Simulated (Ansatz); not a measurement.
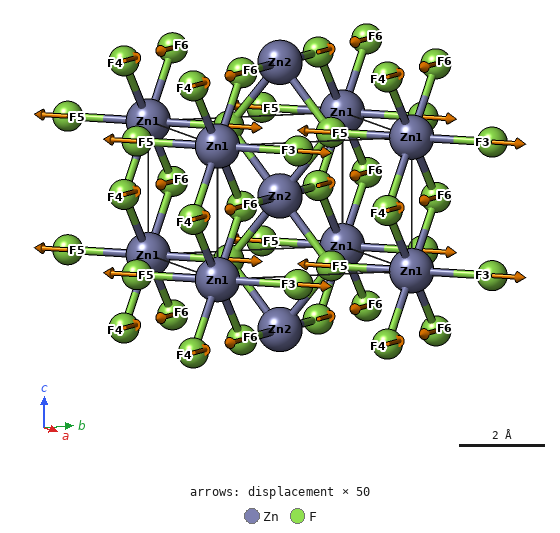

This is a relaxation of a crystal of ZnF$_{2}$ (set up in P4_2/mnm). The starting structure is drawn; orange arrows show the displacements (the part carried along by the change of the cell is left out), 50 times their true length.

A ball-and-stick model of the cell of the calculation, seen slightly off an axis.

Case: volume × 1.10, shape and atoms relaxed.

Level of theory: DFT r2SCAN, scalar-relativistic, plane waves, PAW (Ansatz). Set-up: plane-wave cutoff 500 eV; k-point mesh 6 × 6 × 8; occupations gaussian; smearing width 0.02 eV; no spin polarisation; cell relaxed at fixed volume; force threshold 0.01 eV/Å; at most 30 steps.

Question: Atoms of which element are displaced furthest, and by how much?

Answer: Fluorine: up to 0.018 Å, against 0.000 Å for zinc.

Question: What did the optimiser do to the structure, and how much energy did it gain?

Answer: The largest moves relative to the cell, 0.018 Å, are those of F3, F4, F5 and F6. F3 goes along [1 1 0]. Zn stays in place. The drawn cell changes at constant volume: a = b 4.883 → 4.913 Å (+0.6 %), c 3.190 → 3.152 Å (−1.2 %). Some distances before and after: Zn1–F3 2.111 → 2.142 Å, Zn1–F4 2.085 → 2.064 Å. The space group stays P4_2/mnm (No. 136). The energy falls by 5.7 meV per cell of the calculation in 3 accepted moves (4 points after the start). Largest force component: 0.054 eV/Å at the start, 0.0036 eV/Å at the end. The pressure goes from −8.90 to −8.16 GPa. At 1 point the geometry stayed and the basis and grid were re-selected for the new cell (energy shift of 0.1 meV per cell of the calculation at most each time). The run took 120 s on 2 threads of AMD EPYC (Zen 3), with other jobs on the host, peak memory 0.59 GiB.
